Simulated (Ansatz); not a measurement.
Run report: C, single-point calculation (part 1 of 3)

C (slab, 20 atoms in the cell), computed with DFT, PBEsol, plane waves, PAW, no spin polarisation (Ansatz 0.2.0).

The structure derives from an entry of the Crystallography Open Database. Figures and captions count atoms from 1; the log counts them from 0 in places.

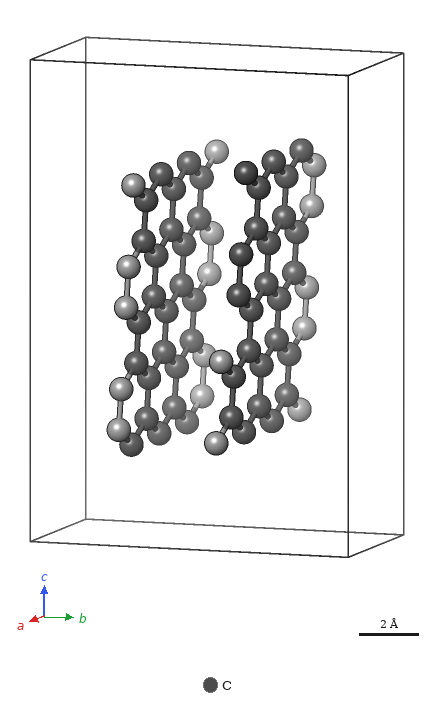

Fig. 1: The input geometry (ball-and-stick view of the 2 repeat of the cell, with the vacuum cut short, seen slightly off an axis; neighbours outside the cell are drawn fainter). An atom can appear more than once, as a periodic image. Near neighbours in the periodic cell (some may lie outside the picture): C has 2 C at 1.42 Å; C has 3 C at 1.42 Å.

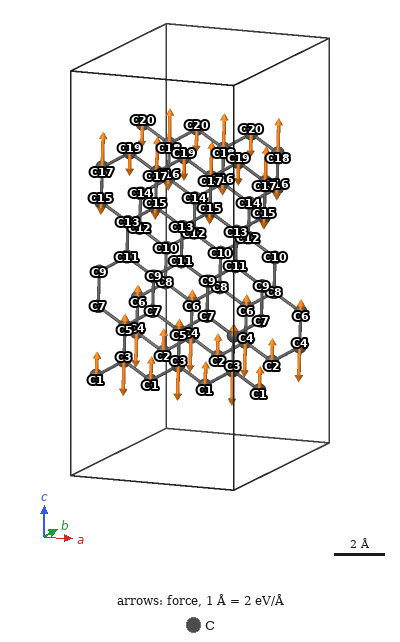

Fig. 2: Forces on the atoms as orange arrows (ball-and-stick view of the 3 repeat of the cell, with the vacuum cut short, seen slightly off an axis; atoms are numbered from 1 in the order of the input). The largest act on C4, C17 (2.93 eV/Å); C3, C18 (2.91 eV/Å); C1, C20 (2.00 eV/Å); C2, C19 (1.95 eV/Å), among others. The geometry is not a stationary point of this energy.

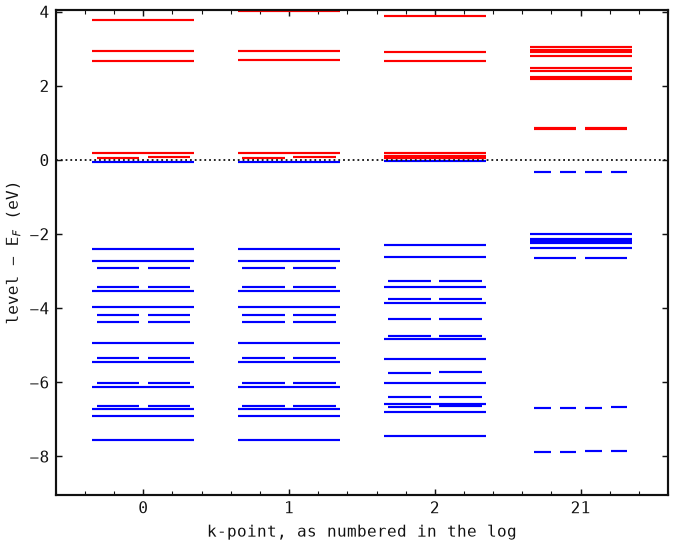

Fig. 3: Kohn–Sham levels near the Fermi level (dotted) at the few k-points that the log prints; levels within 0.02 eV of each other stand side by side. The system is metallic on the full mesh.

These pictures come from the run below.

The input
```yaml
crystal:
  lattice:
    - [2.4589175859, 0.0, 0.0]
    - [-1.229458793, 11.1573273866, 0.0]
    - [0.0, 0.0, 24.6876434171]
  atoms:
    - { symbol: C, position: [0.9232686225, 0.8465372451, 0.3037957035] }
    - { symbol: C, position: [0.5868345339, 0.1736690678, 0.323181533] }
    - { symbol: C, position: [0.4253079518, 0.8506159036, 0.3324889335] }
    - { symbol: C, position: [0.0888738632, 0.1777477264, 0.351874763] }
    - { symbol: C, position: [0.4293398654, 0.8586797308, 0.3898780869] }
    - { symbol: C, position: [0.0929057768, 0.1858115535, 0.4092639164] }
    - { symbol: C, position: [0.9313791947, 0.8627583893, 0.4185713168] }
    - { symbol: C, position: [0.594945106, 0.1898902121, 0.4379571464] }
    - { symbol: C, position: [0.9354111083, 0.8708222165, 0.4759604703] }
    - { symbol: C, position: [0.5989770196, 0.1979540393, 0.4953462998] }
    - { symbol: C, position: [0.4374504375, 0.8749008751, 0.5046537002] }
    - { symbol: C, position: [0.1010163489, 0.2020326978, 0.5240395297] }
    - { symbol: C, position: [0.4414823511, 0.8829647022, 0.5620428536] }
    - { symbol: C, position: [0.1050482625, 0.210096525, 0.5814286832] }
    - { symbol: C, position: [0.9435216804, 0.8870433608, 0.5907360836] }
    - { symbol: C, position: [0.6070875918, 0.2141751835, 0.6101219131] }
    - { symbol: C, position: [0.947553594, 0.895107188, 0.648125237] }
    - { symbol: C, position: [0.6111195053, 0.2222390107, 0.6675110665] }
    - { symbol: C, position: [0.4495929232, 0.8991858465, 0.676818467] }
    - { symbol: C, position: [0.1131588346, 0.2263176692, 0.6962042965] }
basis:
  ecutwfc: 420
kpoints:
  mp_grid: { grid: [14, 3, 1] }
hamiltonian:
  xc: pbesol
scf:
  occupations: { method: gaussian, width: 0.1 }
  mixing: { preconditioner: kerker }
output:
  forces: true
  eigenvalues: true
  stress: true
efield:
  axis: 3
  dipole_correction: true
  ramp_width: 0.04
```

Run as:
```bash
ansatz run input.yaml --threads 2 --pin off --max-ram 5120MiB --backend cpu --events-out ev --progress --plain --runs-dir out
```

Log
```
Warning: crystal.symmetry: narrowed to the stabiliser of the k-point mesh — unitary ops 2 → 1; excluded 1 operation that carries a point of the 14×3×1 mesh (shift [0, 0, 0]) off the mesh (the run samples exactly the mesh kpoints.mp_grid names, as under crystal.symmetry.detect: false, and its converged state has the mesh's symmetry, not the crystal's; ε∞, the Born charges and the force constants of a linear response (`dielectric:` by the response, `phonons.method: dfpt`) are averaged over those of the crystal's operations that the state keeps within a tolerance, where `mesh_tensors`, `unaveraged_element` or `gamma_mean_max_change_ev_ang2` stands beside them; a row that `dielectric.field_direction` solves alone is averaged likewise, with nothing beside; a Γ-centred mesh of equal divisions is mapped onto itself by every operation and keeps the whole group, as does a half-shifted one under kpoints.further_shifts: images)
Engine: ansatz 0.2.0, x86_64-unknown-linux-gnu
Pseudopotentials: kind: paw
Pseudopotential: C, paw, valence charge 4, recommended cutoff 420 eV (normal), C.paw.azcp
Functional definition: PBEsol
  exchange = pbesol_x
  correlation = pbesol_c
Crystal: 20 atoms, lattice volume = 677.304 Å³
Basis set: ecut = 420 eV, 13187 PW (Γ), exchange–correlation on 36×160×360 points (8 copies of the dense FFT grid, shifted against one another)
Bands: 60, of which v1, the nominal top of the filled ones, is band 40 counted from 1 (39 counted from 0)
Symmetry: 1 space group operations
k-points: 22 of 42 (time reversal used)
Non-local potential: C, projectors of the file, l = 0: 2, l = 1: 2, l = 2: 1
PAW form: soft (Blöchl's): semilocal exchange-correlation on the pseudo side does not see the compensation charge
PAW frozen core: C, regenerated for the run's functional, and the local potential with it (the file was generated under x = pbe(κ = 0.804, μ = 0.2195149727645171), c = pbe(β = 0.06672455060314922))
PAW one-centre angular grid: C, 110 points (default); XC on 64 Gauss nodes
Initial density: superposition of atomic densities (neutral atoms: chi_scale 0, normalization atom), corrected by the library's trained network
Initial wavefunctions: pseudopotential atomic-orbital guess
Functional: x = pbesol(κ = 0.804, μ = 0.12345679012345678), c = pbesol(β = 0.046)
```
